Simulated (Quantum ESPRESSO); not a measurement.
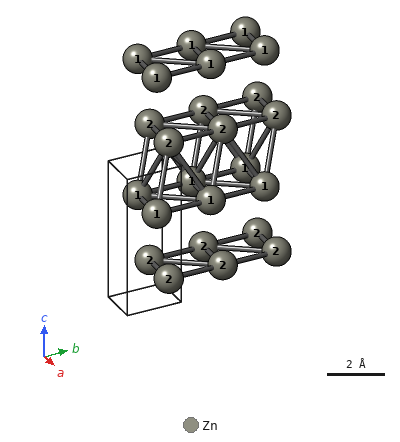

The input geometry (ball-and-stick view of the cell of the calculation, repeated 2 × 3 × 2, seen slightly off an axis; atoms are numbered from 1 in the order of the input). An atom can appear more than once, as a periodic image. Near neighbours in the periodic cell (some may lie outside the picture): Zn has 9 Zn at 2.67 to 2.71 Å.

## Geometry relaxation, with input and output: Zn

The run: geometry relaxation of Zn (2 atoms in the cell). Method and program: Kohn-Sham DFT of a periodic cell, BLYP, SSSP 1.3 efficiency PBE, no spin polarisation (Quantum ESPRESSO 7.5).

The structure derives from an entry of the Crystallography Open Database.

## Input file
```python
import numpy as np
from ase.calculators.espresso import Espresso, EspressoProfile
from ase.io import read

atoms = read('POSCAR')

input_data = {
    'control': {'calculation': 'scf', 'prefix': 'pwscf', 'outdir': './tmp', 'tprnfor': True, 'tstress': True, 'disk_io': 'low'},
    'system': {'ecutwfc': 55.0, 'ecutrho': 440.0, 'nbnd': 28, 'input_dft': 'blyp', 'occupations': 'smearing', 'smearing': 'fd', 'degauss': 0.01469973},
    'electrons': {'conv_thr': 4e-10, 'electron_maxstep': 120, 'mixing_beta': 0.5},
}
pseudopotentials = {'Zn': 'Zn_pbe_v1.uspp.F.UPF'}
profile = EspressoProfile(command='pw.x', pseudo_dir='pseudo')
dft = Espresso(profile=profile, input_data=input_data, pseudopotentials=pseudopotentials, kpts=(6, 6, 3), koffset=(0, 0, 0))
atoms.calc = dft

from ase.optimize import LBFGS
done = LBFGS(atoms, trajectory='opt.traj').run(fmax=0.02, steps=30)
print('converged', done)
print(f'energy {atoms.get_potential_energy():.8f} eV')
print('forces (eV/A)')
print(np.round(atoms.get_forces(), 6))
print('stress (eV/A^3, Voigt)')
print(np.round(atoms.get_stress(), 8))
print(f'Fermi level {dft.get_fermi_level():.4f} eV')
```

## File POSCAR
```
Zn
1.0
    2.6700000000      0.0000000000      0.0000000000
   -1.3350000000      2.3122878281      0.0000000000
    0.0000000000      0.0000000000      4.9660000000
Zn
2
Direct
    0.6541600000      0.3141430000      0.8085440000
    0.3356730000      0.6494480000      0.2531850000
```

Machine: 1 thread of AMD EPYC (Zen 3), 24 GiB of memory available, shared host.

Run as:
```bash
OMP_NUM_THREADS=1 python run.py
```

## Output
```
Step          Energy          fmax
LBFGS:    0   -12555.172805        0.937125
LBFGS:    1   -12555.196588        0.839138
LBFGS:    2   -12555.298911        0.063158
LBFGS:    3   -12555.299506        0.007473
converged True
energy -12555.29950626 eV
forces (eV/A)
[[ 0.007372  0.000562 -0.001083]
 [-0.007372 -0.000562  0.001083]]
stress (eV/A^3, Voigt)
[-2.188337e-02 -2.152070e-02 -6.185628e-02  0.000000e+00  9.200000e-07
 -1.184420e-03]
Fermi level 14.1210 eV
```

## Trajectory as extended XYZ (Å, eV, eV/Å), 4 frames, from step=0 to step=3
```
2
Lattice="2.6700 0.0000 0.0000 -1.3350 2.3123 0.0000 0.0000 0.0000 4.9660" Properties=species:S:1:pos:R:3:forces:R:3 step=0 energy=-12555.17281
Zn    1.3272    0.7264    4.0152    0.0177   0.0013  -0.9370
Zn    0.0292    1.5017    1.2573   -0.0177  -0.0013   0.9370
2
Lattice="2.6700 0.0000 0.0000 -1.3350 2.3123 0.0000 0.0000 0.0000 4.9660" Properties=species:S:1:pos:R:3:forces:R:3 step=1 energy=-12555.19659
Zn    1.3275    0.7264    4.0018    0.0157   0.0012  -0.8390
Zn    0.0290    1.5017    1.2707   -0.0157  -0.0012   0.8390
2
Lattice="2.6700 0.0000 0.0000 -1.3350 2.3123 0.0000 0.0000 0.0000 4.9660" Properties=species:S:1:pos:R:3:forces:R:3 step=2 energy=-12555.29891
Zn    1.3296    0.7266    3.8872    0.0075   0.0006  -0.0627
Zn    0.0268    1.5015    1.3853   -0.0075  -0.0006   0.0627
2
Lattice="2.6700 0.0000 0.0000 -1.3350 2.3123 0.0000 0.0000 0.0000 4.9660" Properties=species:S:1:pos:R:3:forces:R:3 step=3 energy=-12555.29951
Zn    1.3299    0.7266    3.8779    0.0074   0.0006  -0.0011
Zn    0.0266    1.5015    1.3946   -0.0074  -0.0006   0.0011
```

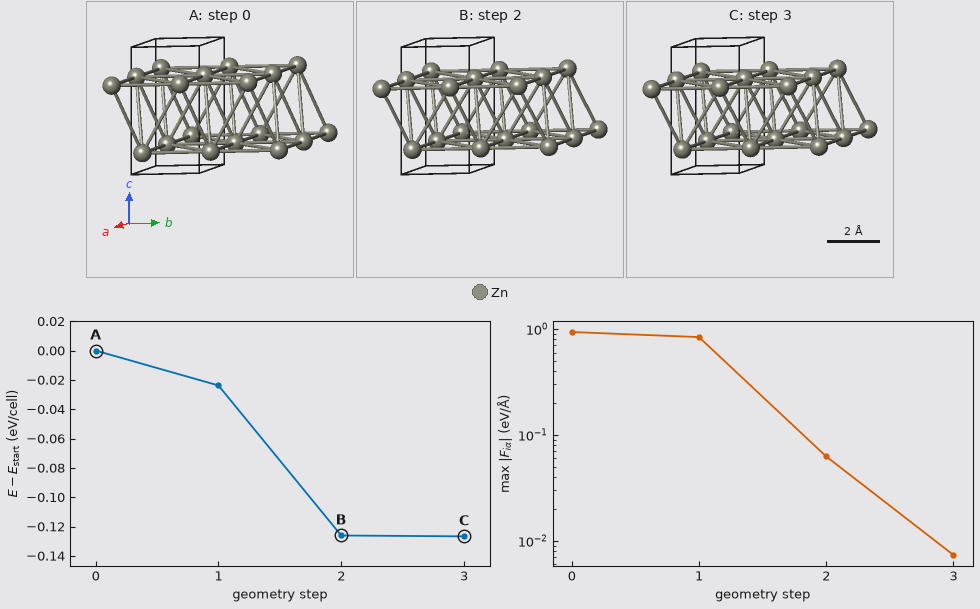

Frames of the relaxation (ball-and-stick view of the cell of the calculation, repeated 3 × 3 × 1, seen slightly off an axis) above the curves, on which the letters mark them (steps are counted from 0).

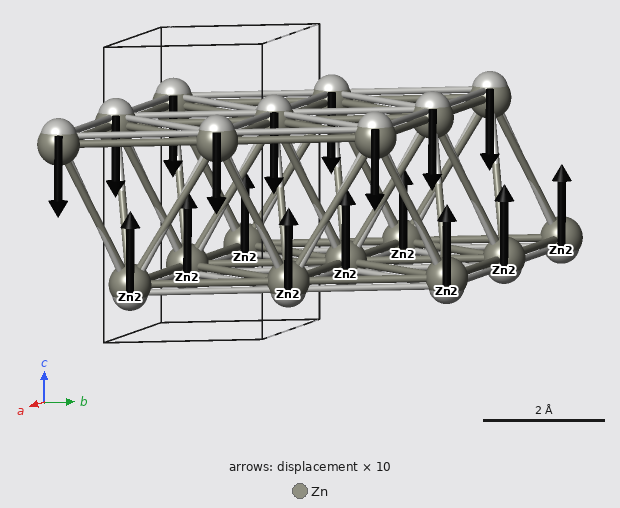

Start (faint) and end (solid) with the displacements as black arrows, magnified 10 times (ball-and-stick view of the cell of the calculation, repeated 3 × 3 × 1, seen slightly off an axis). The largest moves, 0.14 Å, are those of Zn1 and Zn2. The lattice vectors keep their values. Among the contacts that change: Zn1–Zn2 3.176 → 2.939 Å. The space group (tolerance 0.01 Å) goes from P-1 (No. 2) to P2_1/m (No. 11). After 3 geometry steps the energy has fallen by 0.127 eV per cell of the calculation. Largest force component: 0.94 eV/Å at the start, 0.0074 eV/Å at the end. (Atoms are counted from 1 in the order of the input.)

## Summary

- outcome: converged
- space group (tolerance 0.01 Å): P-1 (2) → P2₁/m (11)
- electrons treated: 40
- free energy: −12555.3006 eV
- Fermi energy: 14.121 eV
- gap on the k-point mesh: none (metallic)
- pressure: 5.62 GPa
- final volume: 30.66 Å³
- largest force (length of the vector) at the end: 0.007 eV/Å
- final cell: a = 2.670 Å, b = 2.670 Å, c = 4.966 Å, α = 90.00°, β = 90.00°, γ = 120.00°
- wall time: 97 s
- peak memory: 0.18 GiB

## Remarks

Settings chosen away from the usual ones: width set to 0.2 (from 0.025). Further notes kept with the run: potentials made for another functional. Points of doubt noted for this run: coarse mesh; potentials made for another functional.
